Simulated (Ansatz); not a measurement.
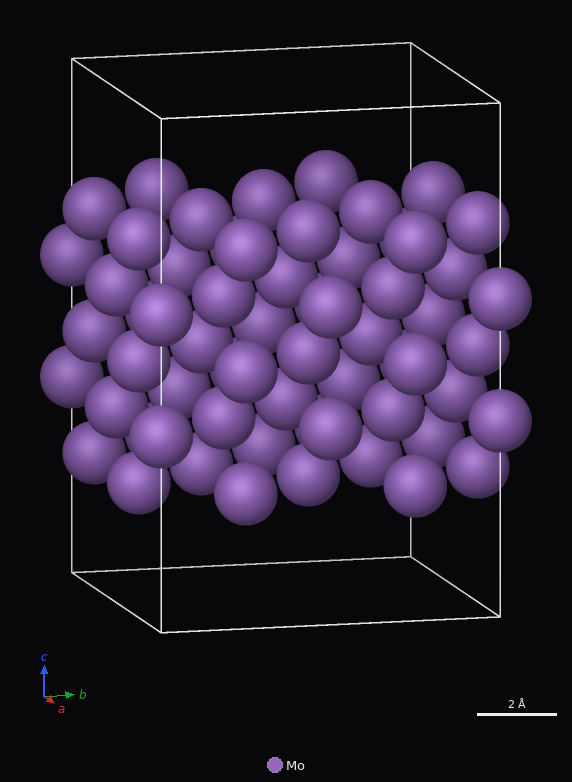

**Figure 1.** The starting structure (spheres-only view of the 2 × 2 repeat of the cell, with the vacuum cut short, seen slightly off an axis). An atom can appear more than once, as a periodic image.

# Run report: Mo, geometry relaxation (part 1 of 2)

- system: Mo (slab, 10 atoms in the cell)
- method: DFT PBE, scalar-relativistic, plane waves, PAW, no spin polarisation (Ansatz 0.2.0)

The structure derives from an entry of the Crystallography Open Database. The input holds or restrains some coordinates. Forces given for the steps count only the free coordinates.

## What the program printed
```
Engine: ansatz 0.2.0, x86_64-unknown-linux-gnu
Pseudopotentials: kind: paw
Pseudopotential: Mo, paw, valence charge 14, recommended cutoff 420 eV (normal), Mo.paw.azcp
Functional definition: PBE
  parameter kappa = 0.804
  parameter beta = 0.06672455060314922
  exchange = pbe_x(kappa = kappa, mu = beta*pi^2/3)
  correlation = pbe_c(beta = beta)
Crystal: 10 atoms, lattice volume = 465.876 Å³
Basis set: ecut = 420 eV, 9205 PW (Γ), exchange–correlation on 60×60×320 points (8 copies of the dense FFT grid, shifted against one another)
Bands: 84, of which v1, the nominal top of the filled ones, is band 70 counted from 1 (69 counted from 0)
Symmetry: 16 space group operations
k-points: 10 of 49
Non-local potential: Mo, projectors of the file, l = 0: 3, l = 1: 2, l = 2: 2, l = 3: 1
PAW form: soft (Blöchl's): semilocal exchange-correlation on the pseudo side does not see the compensation charge
PAW one-centre angular grid: Mo, 590 points (default); XC on 64 Gauss nodes
Initial density: superposition of atomic densities (neutral atoms: chi_scale 0, normalization atom), corrected by the library's trained network
Initial wavefunctions: pseudopotential atomic-orbital guess
Functional: x = pbe(κ = 0.804, μ = 0.2195149727645171), c = pbe(β = 0.06672455060314922)
SCF iter   1: F=—  HF=-49551.431332 eV  |F-HF|=—  |Δ(HF+E_count)|=         —  Δρ=8.52e-3  dr2=1.46e0  ethr=1.77e-3  p=0.000 e·Å  D=1.11e-13 V/Å  ΔV_dip=-0.00 eV  dr2_dipole=4.46e-9  V_vac-E_F(+/−)=4.03/4.03 eV  ⟨swp⟩=9.1  Hψ=3896  notcnv=0
efield: sawtooth ramp at fractional position 0.9500 (placed from the atoms, in the widest stretch of the axis that holds none; the zero of the levels goes with the place), width 0.1000; the density the first Hamiltonian is built on has a dipole p = 0.000 e·Å; the dipole correction subtracts the counter field D = 1.11e-13 V/Å, which shifts the + side's vacuum level by -0.00 eV against the − side's; the planar-averaged density in the ramp window peaks in size at 1.3e-5 e/Å³
preconditioner: auto → LDOS  [metal: Δε(μ)=0.011 eV  Ē_g=3.435 eV  σ=0.100 eV  W_gap=0.06  n_scr=96 (ndim 8)  ℏωp=13.3 eV  f_vac=0.570  D(μ)=18.61/eV (n_scr^D=138)  β→1.0]
SCF iter   2: F=—  HF=-49551.359464 eV  |F-HF|=—  |Δ(HF+E_count)|=   7.19e-2  Δρ=3.83e-3  dr2=1.42e-1  ethr=1.04e-3  p=-0.000 e·Å  D=-9.46e-7 V/Å  ΔV_dip=0.00 eV  dr2_dipole=2.27e-8  V_vac-E_F(+/−)=3.96/3.96 eV  ⟨swp⟩=2.0  Hψ=1068  notcnv=0  defer=46
SCF iter   3: F=—  HF=-49551.356570 eV  |F-HF|=—  |Δ(HF+E_count)|=   2.89e-3  Δρ=2.37e-3  dr2=4.97e-2  ethr=1.01e-4  p=-0.000 e·Å  D=-7.64e-7 V/Å  ΔV_dip=0.00 eV  dr2_dipole=2.70e-9  V_vac-E_F(+/−)=3.94/3.94 eV  ⟨swp⟩=2.0  Hψ=1146  notcnv=0  defer=46
SCF iter   4: F=—  HF=-49551.351974 eV  |F-HF|=—  |Δ(HF+E_count)|=   4.60e-3  Δρ=5.27e-4  dr2=3.78e-3  ethr=3.55e-5  p=-0.000 e·Å  D=-4.21e-7 V/Å  ΔV_dip=0.00 eV  dr2_dipole=1.06e-9  V_vac-E_F(+/−)=3.94/3.94 eV  ⟨swp⟩=2.1  Hψ=1067  notcnv=0  defer=46
SCF iter   5: F=—  HF=-49551.351977 eV  |F-HF|=—  |Δ(HF+E_count)|=   3.08e-6  Δρ=1.04e-4  dr2=3.67e-5  ethr=2.70e-6  p=-0.000 e·Å  D=-1.76e-7 V/Å  ΔV_dip=0.00 eV  dr2_dipole=1.68e-10  V_vac-E_F(+/−)=3.94/3.94 eV  ⟨swp⟩=2.3  Hψ=1107  notcnv=0  defer=26
SCF iter   6: F=-49551.352011 eV  HF=-49551.352009 eV  |F-HF|=2.19e-6  |Δ(HF+E_count)|=   3.17e-5  Δρ=2.08e-5  dr2=2.32e-6  ethr=1.61e-8  p=0.000 e·Å  D=3.61e-8 V/Å  ΔV_dip=-0.00 eV  dr2_dipole=3.29e-11  V_vac-E_F(+/−)=3.94/3.94 eV  ⟨swp⟩=14.2  Hψ=4003  notcnv=0
SCF 1 converged in 6 iterations: F = -49551.352011 eV  dr2 = 2.32e-6
  greatest PAW one-centre occupation: 0.998 electrons in one spin orbital (limit 2), on the Mo atom at site 9 (counted from 0), in its partial waves of l = 0
relax step   1: F+E_penalty+E_count = -49551.35201079 eV  Δ(F+E_penalty+E_count) = +0.000e0 eV  max|allowed force component| = 1.449e0 eV/Å  Δτ_max = 0.0000 Å  (6 SCF iters, dr2 threshold 2.25e-5 eV, accepted)
Initial density: handed on by an earlier stage of this run
Initial wavefunctions: those handed on with the density
iter 1 solved again at ethr=1.63e-3 eV; its pass at ethr=3.10e-3 eV (dr2=2.28e0 eV) is discarded
SCF iter   1: F=—  HF=-49551.702259 eV  |F-HF|=—  |Δ(HF+E_count)|=         —  Δρ=1.17e-2  dr2=2.75e0  ethr=1.63e-3  p=0.000 e·Å  D=1.32e-6 V/Å  ΔV_dip=-0.00 eV  dr2_dipole=7.44e-1  V_vac-E_F(+/−)=3.94/3.94 eV  ⟨swp⟩=1.6  Hψ=2931  notcnv=0  defer=32
efield: sawtooth ramp at fractional position 0.9500 (handed on by an earlier solve), width 0.1000; the density the first Hamiltonian is built on has a dipole p = 0.000 e·Å; the dipole correction subtracts the counter field D = 1.32e-6 V/Å, which shifts the + side's vacuum level by -0.00 eV against the − side's; the planar-averaged density in the ramp window peaks in size at 2.9e-6 e/Å³
preconditioner: auto → LDOS  [metal: Δε(μ)=0.012 eV  Ē_g=3.592 eV  σ=0.100 eV  W_gap=0.07  n_scr=96 (ndim 8)  ℏωp=13.3 eV  f_vac=0.577  D(μ)=15.98/eV (n_scr^D=122)  β→1.0]
SCF iter   2: F=—  HF=-49551.642144 eV  |F-HF|=—  |Δ(HF+E_count)|=   6.01e-2  Δρ=5.94e-3  dr2=5.14e-1  ethr=1.63e-3  p=0.001 e·Å  D=3.82e-4 V/Å  ΔV_dip=-0.01 eV  dr2_dipole=8.48e-2  V_vac-E_F(+/−)=3.92/3.93 eV  ⟨swp⟩=2.6  Hψ=1168  notcnv=0  defer=32
SCF iter   3: F=—  HF=-49551.634015 eV  |F-HF|=—  |Δ(HF+E_count)|=   8.13e-3  Δρ=4.85e-3  dr2=2.93e-1  ethr=3.67e-4  p=-0.003 e·Å  D=-1.13e-3 V/Å  ΔV_dip=0.03 eV  dr2_dipole=3.10e-3  V_vac-E_F(+/−)=3.96/3.94 eV  ⟨swp⟩=2.5  Hψ=1345  notcnv=0  defer=32
SCF iter   4: F=—  HF=-49551.607287 eV  |F-HF|=—  |Δ(HF+E_count)|=   2.67e-2  Δρ=6.81e-4  dr2=6.38e-3  ethr=2.09e-4  p=-0.002 e·Å  D=-6.70e-4 V/Å  ΔV_dip=0.02 eV  dr2_dipole=1.21e-3  V_vac-E_F(+/−)=3.96/3.94 eV  ⟨swp⟩=2.3  Hψ=1191  notcnv=0  defer=36
SCF iter   5: F=—  HF=-49551.606903 eV  |F-HF|=—  |Δ(HF+E_count)|=   3.84e-4  Δρ=2.08e-4  dr2=2.85e-4  ethr=4.55e-6  p=-0.001 e·Å  D=-3.96e-4 V/Å  ΔV_dip=0.01 eV  dr2_dipole=1.39e-6  V_vac-E_F(+/−)=3.95/3.95 eV  ⟨swp⟩=2.7  Hψ=1176  notcnv=0  defer=37
SCF iter   6: F=-49551.606901 eV  HF=-49551.606928 eV  |F-HF|=2.77e-5  |Δ(HF+E_count)|=   2.55e-5  Δρ=6.84e-5  dr2=4.65e-5  ethr=7.14e-8  p=-0.000 e·Å  D=-1.80e-4 V/Å  ΔV_dip=0.00 eV  dr2_dipole=2.48e-7  V_vac-E_F(+/−)=3.95/3.95 eV  ⟨swp⟩=12.9  Hψ=4584  notcnv=0
SCF 2 converged in 6 iterations: F = -49551.606901 eV  dr2 = 4.65e-5
relax step   2: F+E_penalty+E_count = -49551.60690055 eV  Δ(F+E_penalty+E_count) = -2.549e-1 eV  max|allowed force component| = 9.479e-1 eV/Å  Δτ_max = 0.1948 Å  (6 SCF iters, dr2 threshold 1.00e-4 eV, accepted)
SCF iter   1: F=—  HF=-49551.830276 eV  |F-HF|=—  |Δ(HF+E_count)|=         —  Δρ=1.15e-2  dr2=6.28e0  ethr=3.10e-3  p=-0.000 e·Å  D=-1.80e-4 V/Å  ΔV_dip=0.00 eV  dr2_dipole=2.37e0  V_vac-E_F(+/−)=3.93/3.93 eV  ⟨swp⟩=4.0  Hψ=1712  notcnv=0  defer=31
efield: sawtooth ramp at fractional position 0.9500 (handed on by an earlier solve), width 0.1000; the density the first Hamiltonian is built on has a dipole p = -0.000 e·Å; the dipole correction subtracts the counter field D = -1.80e-4 V/Å, which shifts the + side's vacuum level by +0.00 eV against the − side's; the planar-averaged density in the ramp window peaks in size at 2.4e-6 e/Å³
preconditioner: auto → LDOS  [metal: Δε(μ)=0.012 eV  Ē_g=3.605 eV  σ=0.100 eV  W_gap=0.07  n_scr=96 (ndim 8)  ℏωp=13.3 eV  f_vac=0.578  D(μ)=16.41/eV (n_scr^D=122)  β→1.0]
SCF iter   2: F=—  HF=-49551.734560 eV  |F-HF|=—  |Δ(HF+E_count)|=   9.57e-2  Δρ=3.93e-3  dr2=3.76e-1  ethr=3.10e-3  p=0.020 e·Å  D=7.60e-3 V/Å  ΔV_dip=-0.18 eV  dr2_dipole=8.95e-2  V_vac-E_F(+/−)=3.83/4.01 eV  ⟨swp⟩=1.6  Hψ=982  notcnv=0  defer=34
SCF iter   3: F=—  HF=-49551.722588 eV  |F-HF|=—  |Δ(HF+E_count)|=   1.20e-2  Δρ=2.89e-3  dr2=7.19e-2  ethr=2.68e-4  p=0.013 e·Å  D=5.04e-3 V/Å  ΔV_dip=-0.12 eV  dr2_dipole=1.11e-2  V_vac-E_F(+/−)=3.87/3.99 eV  ⟨swp⟩=2.5  Hψ=1549  notcnv=0  defer=51
SCF iter   4: F=—  HF=-49551.711622 eV  |F-HF|=—  |Δ(HF+E_count)|=   1.10e-2  Δρ=6.88e-4  dr2=5.67e-3  ethr=5.14e-5  p=0.015 e·Å  D=5.84e-3 V/Å  ΔV_dip=-0.14 eV  dr2_dipole=1.82e-4  V_vac-E_F(+/−)=3.87/4.00 eV  ⟨swp⟩=2.0  Hψ=1350  notcnv=0  defer=51
SCF iter   5: F=—  HF=-49551.711254 eV  |F-HF|=—  |Δ(HF+E_count)|=   3.68e-4  Δρ=2.45e-4  dr2=6.98e-4  ethr=4.05e-6  p=0.013 e·Å  D=5.20e-3 V/Å  ΔV_dip=-0.12 eV  dr2_dipole=2.86e-6  V_vac-E_F(+/−)=3.88/4.00 eV  ⟨swp⟩=2.7  Hψ=1203  notcnv=0  defer=48
SCF iter   6: F=—  HF=-49551.711252 eV  |F-HF|=—  |Δ(HF+E_count)|=   2.25e-6  Δρ=6.98e-5  dr2=6.09e-5  ethr=4.99e-7  p=0.012 e·Å  D=4.75e-3 V/Å  ΔV_dip=-0.11 eV  dr2_dipole=9.44e-6  V_vac-E_F(+/−)=3.89/4.00 eV  ⟨swp⟩=2.6  Hψ=1136  notcnv=0  defer=48
SCF iter   7: F=-49551.711242 eV  HF=-49551.711251 eV  |F-HF|=9.07e-6  |Δ(HF+E_count)|=   4.80e-7  Δρ=2.43e-5  dr2=1.07e-5  ethr=4.01e-8  p=0.011 e·Å  D=4.46e-3 V/Å  ΔV_dip=-0.10 eV  dr2_dipole=4.36e-6  V_vac-E_F(+/−)=3.89/4.00 eV  ⟨swp⟩=14.4  Hψ=3770  notcnv=0
SCF 3 converged in 7 iterations: F = -49551.711242 eV  dr2 = 1.07e-5
relax step   3: F+E_penalty+E_count = -49551.71124220 eV  Δ(F+E_penalty+E_count) = -1.043e-1 eV  max|allowed force component| = 3.203e-1 eV/Å  Δτ_max = 0.1113 Å  (7 SCF iters, dr2 threshold 5.62e-5 eV, accepted)
iter 1 solved again at ethr=8.41e-4 eV; its pass at ethr=3.10e-3 eV (dr2=1.18e0 eV) is discarded
SCF iter   1: F=—  HF=-49551.765159 eV  |F-HF|=—  |Δ(HF+E_count)|=         —  Δρ=6.48e-3  dr2=1.24e0  ethr=8.41e-4  p=0.011 e·Å  D=4.46e-3 V/Å  ΔV_dip=-0.10 eV  dr2_dipole=3.44e-1  V_vac-E_F(+/−)=3.90/4.00 eV  ⟨swp⟩=1.0  Hψ=2374  notcnv=0  defer=56
efield: sawtooth ramp at fractional position 0.9500 (handed on by an earlier solve), width 0.1000; the density the first Hamiltonian is built on has a dipole p = 0.011 e·Å; the dipole correction subtracts the counter field D = 4.46e-3 V/Å, which shifts the + side's vacuum level by -0.10 eV against the − side's; the planar-averaged density in the ramp window peaks in size at 1.4e-6 e/Å³
preconditioner: auto → LDOS  [metal: Δε(μ)=0.053 eV  Ē_g=3.557 eV  σ=0.100 eV  W_gap=0.28  n_scr=96 (ndim 8)  ℏωp=13.3 eV  f_vac=0.575  D(μ)=15.02/eV (n_scr^D=120)  β→1.0]
SCF iter   2: F=—  HF=-49551.742396 eV  |F-HF|=—  |Δ(HF+E_count)|=   2.28e-2  Δρ=4.01e-3  dr2=2.13e-1  ethr=8.41e-4  p=0.004 e·Å  D=1.69e-3 V/Å  ΔV_dip=-0.04 eV  dr2_dipole=1.29e-3  V_vac-E_F(+/−)=3.94/3.98 eV  ⟨swp⟩=2.5  Hψ=1077  notcnv=0  defer=56
SCF iter   3: F=—  HF=-49551.732364 eV  |F-HF|=—  |Δ(HF+E_count)|=   1.00e-2  Δρ=2.85e-3  dr2=1.23e-1  ethr=1.52e-4  p=0.008 e·Å  D=3.01e-3 V/Å  ΔV_dip=-0.07 eV  dr2_dipole=8.57e-3  V_vac-E_F(+/−)=3.92/3.99 eV  ⟨swp⟩=2.7  Hψ=1217  notcnv=0  defer=56
SCF iter   4: F=—  HF=-49551.725636 eV  |F-HF|=—  |Δ(HF+E_count)|=   6.73e-3  Δρ=7.92e-4  dr2=9.98e-3  ethr=8.79e-5  p=0.008 e·Å  D=3.23e-3 V/Å  ΔV_dip=-0.08 eV  dr2_dipole=7.72e-4  V_vac-E_F(+/−)=3.91/3.99 eV  ⟨swp⟩=2.0  Hψ=980  notcnv=0  defer=56
SCF iter   5: F=—  HF=-49551.724769 eV  |F-HF|=—  |Δ(HF+E_count)|=   8.67e-4  Δρ=3.33e-4  dr2=1.82e-3  ethr=7.13e-6  p=0.009 e·Å  D=3.33e-3 V/Å  ΔV_dip=-0.08 eV  dr2_dipole=3.28e-5  V_vac-E_F(+/−)=3.91/3.99 eV  ⟨swp⟩=2.0  Hψ=1126  notcnv=0  defer=56
SCF iter   6: F=—  HF=-49551.724677 eV  |F-HF|=—  |Δ(HF+E_count)|=   9.23e-5  Δρ=8.11e-5  dr2=1.17e-4  ethr=1.30e-6  p=0.009 e·Å  D=3.61e-3 V/Å  ΔV_dip=-0.08 eV  dr2_dipole=4.10e-7  V_vac-E_F(+/−)=3.90/3.99 eV  ⟨swp⟩=2.0  Hψ=957  notcnv=0  defer=56
SCF iter   7: F=-49551.724666 eV  HF=-49551.724671 eV  |F-HF|=5.16e-6  |Δ(HF+E_count)|=   5.49e-6  Δρ=1.59e-5  dr2=5.33e-6  ethr=8.37e-9  p=0.010 e·Å  D=3.86e-3 V/Å  ΔV_dip=-0.09 eV  dr2_dipole=1.51e-6  V_vac-E_F(+/−)=3.90/3.99 eV  ⟨swp⟩=13.4  Hψ=4448  notcnv=0
SCF 4 converged in 7 iterations: F = -49551.724666 eV  dr2 = 5.33e-6
relax step   4: F+E_penalty+E_count = -49551.72466611 eV  Δ(F+E_penalty+E_count) = -1.342e-2 eV  max|allowed force component| = 9.842e-2 eV/Å  Δτ_max = 0.0567 Å  (7 SCF iters, dr2 threshold 1.17e-5 eV, accepted)
SCF iter   1: F=—  HF=-49551.727655 eV  |F-HF|=—  |Δ(HF+E_count)|=         —  Δρ=1.44e-3  dr2=5.19e-2  ethr=5.11e-4  p=0.010 e·Å  D=3.86e-3 V/Å  ΔV_dip=-0.09 eV  dr2_dipole=1.27e-2  V_vac-E_F(+/−)=3.90/3.99 eV  ⟨swp⟩=2.0  Hψ=1126  notcnv=0  defer=30
efield: sawtooth ramp at fractional position 0.9500 (handed on by an earlier solve), width 0.1000; the density the first Hamiltonian is built on has a dipole p = 0.010 e·Å; the dipole correction subtracts the counter field D = 3.86e-3 V/Å, which shifts the + side's vacuum level by -0.09 eV against the − side's; the planar-averaged density in the ramp window peaks in size at 2.2e-6 e/Å³
preconditioner: auto → LDOS  [metal: Δε(μ)=0.018 eV  Ē_g=3.571 eV  σ=0.100 eV  W_gap=0.10  n_scr=96 (ndim 8)  ℏωp=13.3 eV  f_vac=0.576  D(μ)=15.76/eV (n_scr^D=122)  β→1.0]
SCF iter   2: F=—  HF=-49551.726810 eV  |F-HF|=—  |Δ(HF+E_count)|=   8.45e-4  Δρ=8.25e-4  dr2=8.99e-3  ethr=3.71e-5  p=0.011 e·Å  D=4.37e-3 V/Å  ΔV_dip=-0.10 eV  dr2_dipole=2.77e-4  V_vac-E_F(+/−)=3.89/3.99 eV  ⟨swp⟩=1.0  Hψ=970  notcnv=0  defer=30
SCF iter   3: F=—  HF=-49551.726411 eV  |F-HF|=—  |Δ(HF+E_count)|=   3.99e-4  Δρ=5.85e-4  dr2=4.75e-3  ethr=6.42e-6  p=0.011 e·Å  D=4.18e-3 V/Å  ΔV_dip=-0.10 eV  dr2_dipole=1.91e-4  V_vac-E_F(+/−)=3.89/3.99 eV  ⟨swp⟩=2.5  Hψ=1095  notcnv=0  defer=30
SCF iter   4: F=—  HF=-49551.726138 eV  |F-HF|=—  |Δ(HF+E_count)|=   2.73e-4  Δρ=1.26e-4  dr2=2.30e-4  ethr=3.40e-6  p=0.011 e·Å  D=4.12e-3 V/Å  ΔV_dip=-0.10 eV  dr2_dipole=1.66e-5  V_vac-E_F(+/−)=3.90/3.99 eV  ⟨swp⟩=2.0  Hψ=1011  notcnv=0  defer=30
SCF iter   5: F=—  HF=-49551.726207 eV  |F-HF|=—  |Δ(HF+E_count)|=   6.93e-5  Δρ=7.26e-5  dr2=8.55e-5  ethr=1.64e-7  p=0.011 e·Å  D=4.09e-3 V/Å  ΔV_dip=-0.10 eV  dr2_dipole=2.16e-6  V_vac-E_F(+/−)=3.90/3.99 eV  ⟨swp⟩=2.0  Hψ=1102  notcnv=0  defer=30
SCF iter   6: F=—  HF=-49551.726205 eV  |F-HF|=—  |Δ(HF+E_count)|=   2.66e-6  Δρ=1.68e-5  dr2=4.72e-6  ethr=6.11e-8  p=0.010 e·Å  D=4.03e-3 V/Å  ΔV_dip=-0.09 eV  dr2_dipole=4.60e-9  V_vac-E_F(+/−)=3.90/3.99 eV  ⟨swp⟩=2.0  Hψ=906  notcnv=0  defer=30
SCF iter   7: F=-49551.726205 eV  HF=-49551.726205 eV  |F-HF|=2.15e-7  |Δ(HF+E_count)|=   1.01e-9  Δρ=3.17e-6  dr2=2.19e-7  ethr=6.53e-10  p=0.010 e·Å  D=3.98e-3 V/Å  ΔV_dip=-0.09 eV  dr2_dipole=9.44e-8  V_vac-E_F(+/−)=3.90/3.99 eV  ⟨swp⟩=12.3  Hψ=4066  notcnv=0
SCF 5 converged in 7 iterations: F = -49551.726205 eV  dr2 = 2.19e-7
relax step   5: F+E_penalty+E_count = -49551.72620460 eV  Δ(F+E_penalty+E_count) = -1.538e-3 eV  max|allowed force component| = 6.305e-3 eV/Å  Δτ_max = 0.0169 Å  (7 SCF iters, dr2 threshold 9.14e-7 eV, accepted)
iter 1 solved again at ethr=1.55e-10 eV; its pass at ethr=3.10e-3 eV (dr2=2.16e-7 eV) is discarded
SCF iter   1: F=—  HF=-49551.725880 eV  |F-HF|=—  |Δ(HF+E_count)|=         —  Δρ=3.27e-6  dr2=2.17e-7  ethr=1.55e-10  p=0.010 e·Å  D=3.98e-3 V/Å  ΔV_dip=-0.09 eV  dr2_dipole=8.99e-8  V_vac-E_F(+/−)=3.90/3.99 eV  ⟨swp⟩=1.3  Hψ=2023  notcnv=0
efield: sawtooth ramp at fractional position 0.9500 (handed on by an earlier solve), width 0.1000; the density the first Hamiltonian is built on has a dipole p = 0.010 e·Å; the dipole correction subtracts the counter field D = 3.98e-3 V/Å, which shifts the + side's vacuum level by -0.09 eV against the − side's; the planar-averaged density in the ramp window peaks in size at 2.1e-6 e/Å³
preconditioner: auto → LDOS  [metal: Δε(μ)=0.030 eV  Ē_g=3.570 eV  σ=0.100 eV  W_gap=0.17  n_scr=96 (ndim 8)  ℏωp=13.3 eV  f_vac=0.576  D(μ)=15.63/eV (n_scr^D=122)  β→1.0]
SCF iter   2: F=—  HF=-49551.726205 eV  |F-HF|=—  |Δ(HF+E_count)|=   3.25e-4  Δρ=3.33e-6  dr2=1.60e-7  ethr=1.55e-10  p=0.010 e·Å  D=3.95e-3 V/Å  ΔV_dip=-0.09 eV  dr2_dipole=1.77e-9  V_vac-E_F(+/−)=3.90/3.99 eV  ⟨swp⟩=2.0  Hψ=1387  notcnv=0
SCF iter   3: F=-49551.726205 eV  HF=-49551.726205 eV  |F-HF|=3.37e-8  |Δ(HF+E_count)|=   6.35e-9  Δρ=1.57e-6  dr2=4.41e-8  ethr=7.14e-11  p=0.010 e·Å  D=3.95e-3 V/Å  ΔV_dip=-0.09 eV  dr2_dipole=5.32e-9  V_vac-E_F(+/−)=3.90/3.99 eV  ⟨swp⟩=3.3  Hψ=3174  notcnv=0
SCF 6 converged in 3 iterations: F = -49551.726205 eV  dr2 = 4.41e-8
relax step   6: F+E_penalty+E_count = -49551.72620479 eV  Δ(F+E_penalty+E_count) = -1.913e-7 eV  max|allowed force component| = 6.275e-3 eV/Å  Δτ_max = 0.0000 Å  (3 SCF iters, accepted)
```

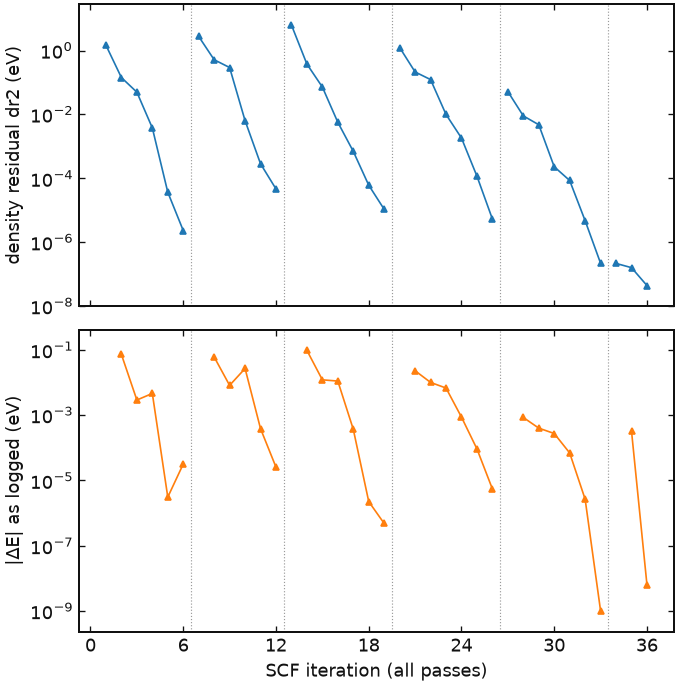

**Figure 2.** Convergence of the self-consistent field: density residual dr2 and size of the energy change against the SCF iteration. The dotted lines part the SCF passes of the relaxation: geometry steps, rejected trials and re-solves on a re-selected basis. The 6 passes take 3 to 7 iterations each, 36 in all.
